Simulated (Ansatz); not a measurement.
The compound is GaAs (space group Pm-3m, No. 221), taken as the input geometry of an electronic-structure calculation (not necessarily at equilibrium); the starting structure was generated, so it need not be a known form of this composition.

```cif
data_structure
_symmetry_space_group_name_H-M 'P 1'
_symmetry_Int_Tables_number 1
_cell_length_a 3.3287
_cell_length_b 3.3287
_cell_length_c 3.3287
_cell_angle_alpha 90.000
_cell_angle_beta 90.000
_cell_angle_gamma 90.000
_cell_volume 36.88
loop_
_atom_site_label
_atom_site_type_symbol
_atom_site_fract_x
_atom_site_fract_y
_atom_site_fract_z
_atom_site_occupancy
Ga1 Ga 0.00000 0.00000 0.00000 1
As1 As 0.50000 0.50000 0.50000 1
```

Bonds are taken as As–Ga below 3.2 Å. The graph is simplified in the usual way: terminal and isolated atoms are pruned, two-connected atoms become edges.

Derive the underlying net.

The result is a uninodal 8-connected, three-periodic net: Ga and As are 8-connected nodes. It is the bcu net, known from CsCl and the body-centred cubic metals. It is a single net, without interpenetration.

```json
{"node": "Ga and As", "links": "8", "point symbol": "4²⁴·6⁴", "coordination sequence": "8 26 56 98 152"}
```

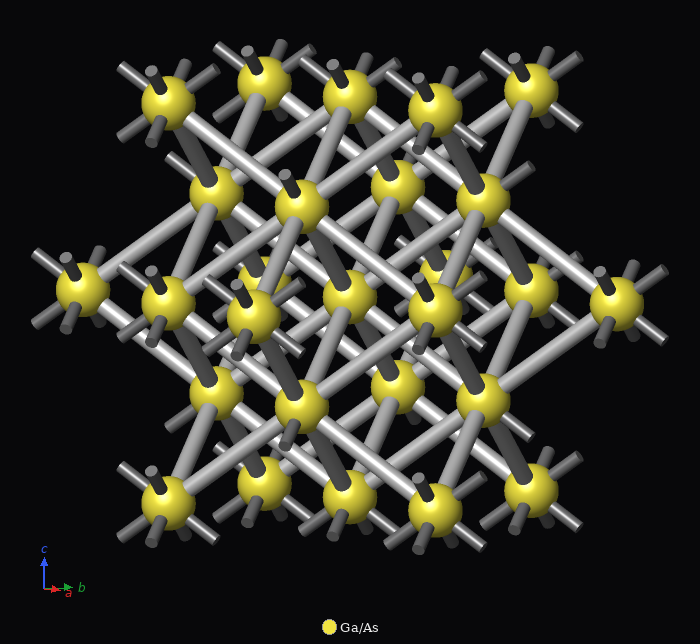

Nodes are coloured by topological kind. Short stubs are edges that leave the cut-out.
